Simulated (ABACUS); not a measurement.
Geometry relaxation, with input and output: Tm (part 1 of 2)

- system: Tm (P6₃/mmc, 2 atoms in the cell)
- method: Kohn-Sham DFT of a periodic cell, PBE, PseudoDojo NC SR 0.4.1 PBE standard, lanthanides 3+ (f in core), no spin polarisation (ABACUS 3.10.1)

The structure derives from an entry of the Crystallography Open Database. It belongs to a series of runs on one base structure; here: strain_along_c = -0.06.

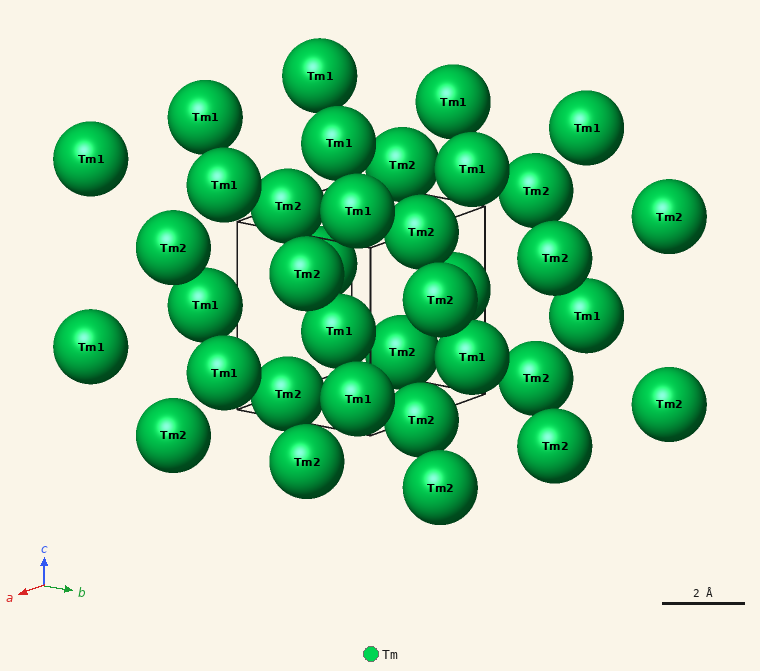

*The starting structure (spheres-only view of the cell of the calculation, repeated 3 × 3 × 2, seen at an oblique angle; atoms are numbered from 1 in the order of the input).*

Input file:
```python
"""Relaxation by an ASE optimiser with ABACUS as a small file-based calculator."""
import re
import subprocess
import numpy as np
from ase.calculators.calculator import Calculator, all_changes
from ase.io import read
from ase.optimize import LBFGS
from ase.stress import full_3x3_to_voigt_6_stress
from ase.units import Bohr, GPa

atoms = read("POSCAR")
atoms = atoms[(-atoms.numbers).argsort(kind="stable")]  # ABACUS lists atoms element by element
pseudo = {'Tm': 'Tm.upf'}
orbital = {}
magmoms = None
kmesh = [6, 6, 4]
params = {
    'suffix': 'Tm',
    'calculation': 'scf',
    'basis_type': 'pw',
    'pseudo_dir': './',
    'symmetry': 1,
    'dft_functional': 'pbe',
    'ecutwfc': 50,
    'pseudo_rcut': 10,
    'nspin': 1,
    'nbands': 15,
    'ks_solver': 'dav',
    'smearing_method': 'fd',
    'smearing_sigma': 0.00367493,
    'scf_thr': 1e-08,
    'scf_nmax': 100,
    'mixing_type': 'broyden',
    'mixing_beta': 0.7,
    'cal_force': 1,
    'cal_stress': 1,
    'kpar': 4,
}


def write_input(atoms):
    symbols = atoms.get_chemical_symbols()
    elements = list(dict.fromkeys(symbols))
    lines = ["ATOMIC_SPECIES"] + [f"{e} {atoms.get_masses()[symbols.index(e)]:.4f} {pseudo[e]}" for e in elements]
    if orbital:
        lines += ["", "NUMERICAL_ORBITAL"] + [orbital[e] for e in elements]
    lines += ["", "LATTICE_CONSTANT", f"{1 / Bohr:.10f}", "", "LATTICE_VECTORS"]
    lines += [" ".join(f"{x:.10f}" for x in v) for v in atoms.cell]
    lines += ["", "ATOMIC_POSITIONS", "Direct"]
    for e in elements:
        lines += ["", e, "0.0", str(symbols.count(e))]
        for i, p in enumerate(atoms.get_scaled_positions(wrap=False)):
            if symbols[i] == e:
                mag = "" if magmoms is None else " mag " + " ".join(str(x) for x in (magmoms[i] if isinstance(magmoms[i], list) else [magmoms[i]]))
                lines.append(" ".join(f"{x:.10f}" for x in p) + " 1 1 1" + mag)
    open("STRU", "w").write("\n".join(lines) + "\n")
    open("KPT", "w").write("K_POINTS\n0\nGamma\n%d %d %d 0 0 0\n" % tuple(kmesh))
    open("INPUT", "w").write("INPUT_PARAMETERS\n" + "".join(f"{k:<20s}{v}\n" for k, v in params.items()))


class Abacus(Calculator):
    implemented_properties = ["energy", "free_energy", "forces", "stress"]

    def calculate(self, atoms=None, properties=("energy",), system_changes=all_changes):
        super().calculate(atoms, properties, system_changes)
        write_input(self.atoms)
        subprocess.run(['mpirun', '-np', '4', 'abacus'], check=True)
        log = open("OUT.Tm/running_scf.log").read()
        if "charge density convergence is achieved" not in log:
            raise RuntimeError("SCF not converged")
        rows = lambda title, n: np.array([l.split()[-3:] for l in log.split(title)[-1].split("\n")[2:2 + n]], float)
        energy = float(re.findall(r"FINAL_ETOT_IS (\S+)", log)[-1])
        stress = -rows("TOTAL-STRESS", 3) / 10 * GPa  # ABACUS prints kbar, compression positive
        self.results = dict(energy=energy, free_energy=energy, forces=rows("TOTAL-FORCE", len(self.atoms)), stress=full_3x3_to_voigt_6_stress(stress))


atoms.calc = Abacus()
opt = LBFGS(atoms, logfile="opt.log", trajectory="relax.traj")
print("optimiser converged:", opt.run(fmax=0.02, steps=60))
```

File POSCAR:
```
Tm
1.0
    3.5375000000      0.0000000000      0.0000000000
   -1.7687500000      3.0635648659      0.0000000000
    0.0000000000      0.0000000000      5.2213240000
Tm
2
Direct
    0.6666666667      0.3333333333      0.7500000000
    0.3333333333      0.6666666667      0.2500000000
```

File INPUT:
```
INPUT_PARAMETERS
suffix              Tm
calculation         scf
basis_type          pw
pseudo_dir          ./
symmetry            1
dft_functional      pbe
ecutwfc             50
pseudo_rcut         10
nspin               1
nbands              15
ks_solver           dav
smearing_method     fd
smearing_sigma      0.00367493
scf_thr             1e-08
scf_nmax            100
mixing_type         broyden
mixing_beta         0.7
cal_force           1
cal_stress          1
kpar                4
```

File STRU:
```
ATOMIC_SPECIES
Tm 168.9342 Tm.upf

LATTICE_CONSTANT
1.8897261258

LATTICE_VECTORS
3.5375000000 0.0000000000 0.0000000000
-1.7687500000 3.0635648659 0.0000000000
0.0000000000 0.0000000000 5.2213240000

ATOMIC_POSITIONS
Direct

Tm
0.0
2
0.6666666667 0.3333333333 0.7500000000 1 1 1
0.3333333333 0.6666666667 0.2500000000 1 1 1
```

File KPT:
```
K_POINTS
0
Gamma
6 6 4 0 0 0
```

Hardware: 4 threads of Intel Xeon (Granite Rapids), 12 GiB of memory available, shared host.

Launch command:
```bash
OMP_NUM_THREADS=1 python run_abacus.py > log
```

Log:
```
ABACUS v3.10.1

               Atomic-orbital Based Ab-initio Computation at UStc

 ------------------------------------------------------------------------------------

 READING GENERAL INFORMATION
                           global_out_dir = OUT.Tm/
                           global_in_card = INPUT
                               pseudo_dir = ./
                              orbital_dir =
                                    DSIZE = 4
                                    GSIZE = 1

 READING UNITCELL INFORMATION
                                    ntype = 1
                  lattice constant (Bohr) = 1.88973
              lattice constant (Angstrom) = 1

 READING ATOM TYPE 1
                               atom label = Tm
                      L=0, number of zeta = 1
                      L=1, number of zeta = 1
                      L=2, number of zeta = 1
             number of atom for this type = 2

                        TOTAL ATOM NUMBER = 2
DIRECT COORDINATES
    atom                   x                   y                   z     mag                  vx                  vy                  vz
taud_Tm1            0.6666666667        0.3333333333        0.7500000000  0.0000        0.0000000000        0.0000000000        0.0000000000
taud_Tm2            0.3333333333        0.6666666667        0.2500000000  0.0000        0.0000000000        0.0000000000        0.0000000000

                          Volume (Bohr^3) = 381.857
                             Volume (A^3) = 56.5853

 Lattice vectors: (Cartesian coordinate: in unit of a_0)
              +3.5375                  +0                  +0
             -1.76875            +3.06356                  +0
                   +0                  +0            +5.22132
 Reciprocal vectors: (Cartesian coordinate: in unit of 2 pi/a_0)
            +0.282686           +0.163209                  -0
                   -0           +0.326417                  -0
                   +0                  -0           +0.191522
 The esolver type has been set to : ksdft_pw

                PAO radial cut off (Bohr) = 10

 Read in pseudopotential file is Tm.upf
                     pseudopotential type = NC
          exchange-correlation functional = PBE
                 nonlocal core correction = 1
                        valence electrons = 11
                                     lmax = 3
                           number of zeta = 4
                     number of projectors = 7
                           L of projector = 0
                           L of projector = 0
                           L of projector = 1
                           L of projector = 1
                           L of projector = 2
                           L of projector = 2
                           L of projector = 3
     initial pseudo atomic orbital number = 20

 SETUP THE ELECTRONS NUMBER
            electron number of element Tm = 11
      total electron number of element Tm = 22
            AUTOSET number of electrons:  = 22
                           occupied bands = 11
                                   NBANDS = 15
                                   NLOCAL = 18

 SETUP THE PLANE WAVE BASIS
 energy cutoff for charge/potential (unit:Ry) = 200
            fft grid for charge/potential = [ 32, 32, 45 ]
                        fft grid division = [ 1, 1, 1 ]
        big fft grid for charge/potential = [ 32, 32, 45 ]
                                     nbxx = 46080
                                     nrxx = 46080

 SETUP PLANE WAVES FOR CHARGE/POTENTIAL
                    number of plane waves = 18213
                         number of sticks = 613

 PARALLEL PW FOR CHARGE/POTENTIAL
     PROC   COLUMNS(POT)             PW
        1            613          18213
 --------------- sum -------------------
        1            613          18213
                            number of |g| = 922
                                  max |g| = 18.0731
                                  min |g| = 0

----------- Double Check Mixing Parameters Begin ------------
mixing_type: broyden
mixing_beta: 0.7
mixing_gg0: 1
mixing_gg0_min: 0.1
mixing_ndim: 8
----------- Double Check Mixing Parameters End ------------

 LATTICE VECTORS: (CARTESIAN COORDINATE: IN UNIT OF A0)
              +3.5375                  +0                  +0
             -1.76875            +3.06356                  +0
                   +0                  +0            +5.22132
                       right hand lattice = 1
                                   NORM_A = 3.5375
                                   NORM_B = 3.5375
                                   NORM_C = 5.22132
                           ALPHA (DEGREE) = 90
                           BETA  (DEGREE) = 90
                           GAMMA (DEGREE) = 120

 The lattice vectors have been changed (STRU_SIMPLE.cif)

(for optimal symmetric configuration:)
                             BRAVAIS TYPE = 4
                     BRAVAIS LATTICE NAME = 04. Hexagonal cell
                                    ibrav = 4
                                    IBRAV = 4
                                  BRAVAIS = HEXAGONAL CELL
                       LATTICE CONSTANT A = 3.5375
                                C/A RATIO = 1.47599
Original cell was already a primitive cell.
                        ROTATION MATRICES = 24
              PURE POINT GROUP OPERATIONS = 12
                   SPACE GROUP OPERATIONS = 24
                                       C2 = 3
                                       C3 = 2
                                       C4 = 0
                                       C6 = 0
                                       S1 = 3
                                       S3 = 0
                                       S4 = 0
                                       S6 = 2
                              POINT GROUP = D_3d
                                       C2 = 7
                                       C3 = 2
                                       C4 = 0
                                       C6 = 2
                                       S1 = 7
                                       S3 = 2
                                       S4 = 0
                                       S6 = 2
               POINT GROUP IN SPACE GROUP = D_6h

 SETUP K-POINTS
                                    nspin = 1
                   Input type of k points = Monkhorst-Pack(Gamma)
                                   nkstot = 144
                       right hand lattice = 1
(for reciprocal lattice: )
                             BRAVAIS TYPE = 4
                     BRAVAIS LATTICE NAME = 04. Hexagonal cell
                                    ibrav = 4
                       right hand lattice = 1
(for k-lattice: )
                             BRAVAIS TYPE = 4
                     BRAVAIS LATTICE NAME = 04. Hexagonal cell
                                    ibrav = 4
                       right hand lattice = 1
                        ROTATION MATRICES = 24
                               nkstot_ibz = 21
K-POINTS REDUCTION ACCORDING TO SYMMETRY
     IBZ    DIRECT_X    DIRECT_Y    DIRECT_Z  WEIGHT  ibz2bz
       1  0.00000000  0.00000000  0.00000000  0.0069       0
       2 -0.16666667  0.16666667  0.00000000  0.0417       1
       3 -0.33333333  0.33333333  0.00000000  0.0417       2
       4  0.50000000  0.50000000  0.00000000  0.0208       3
       5 -0.16666667  0.33333333  0.00000000  0.0417       7
       6  0.50000000  0.33333333  0.00000000  0.0833       8
       7  0.33333333  0.33333333  0.00000000  0.0139      14
       8  0.00000000  0.00000000  0.25000000  0.0139      36
       9 -0.16666667  0.16666667  0.25000000  0.0833      37
      10 -0.33333333  0.33333333  0.25000000  0.0833      38
      11  0.50000000  0.50000000  0.25000000  0.0417      39
      12 -0.16666667  0.33333333  0.25000000  0.0833      43
      13  0.50000000  0.33333333  0.25000000  0.1667      44
      14  0.33333333  0.33333333  0.25000000  0.0278      50
      15  0.00000000  0.00000000  0.50000000  0.0069      72
      16 -0.16666667  0.16666667  0.50000000  0.0417      73
      17 -0.33333333  0.33333333  0.50000000  0.0417      74
      18  0.50000000  0.50000000  0.50000000  0.0208      75
      19 -0.16666667  0.33333333  0.50000000  0.0417      79
      20  0.50000000  0.33333333  0.50000000  0.0833      80
      21  0.33333333  0.33333333  0.50000000  0.0139      86

                               nkstot now = 21
[... K-POINTS DIRECT COORDINATES: 21 rows ...]

           k-point number in this process = 6
       minimum distributed K point number = 5
[... stars of the k points ...]

[... K-POINTS CARTESIAN COORDINATES: 6 rows ...]

[... K-POINTS DIRECT COORDINATES: 6 rows ...]

 SETUP PLANE WAVES FOR WAVE FUNCTIONS
     energy cutoff for wavefunc (unit:Ry) = 50
              fft grid for wave functions = [ 32, 32, 45 ]
                    number of plane waves = 3307
                         number of sticks = 199

 PARALLEL PW FOR WAVE FUNCTIONS
     PROC   COLUMNS(POT)             PW
        1            199           3307
 --------------- sum -------------------
        1            199           3307
```
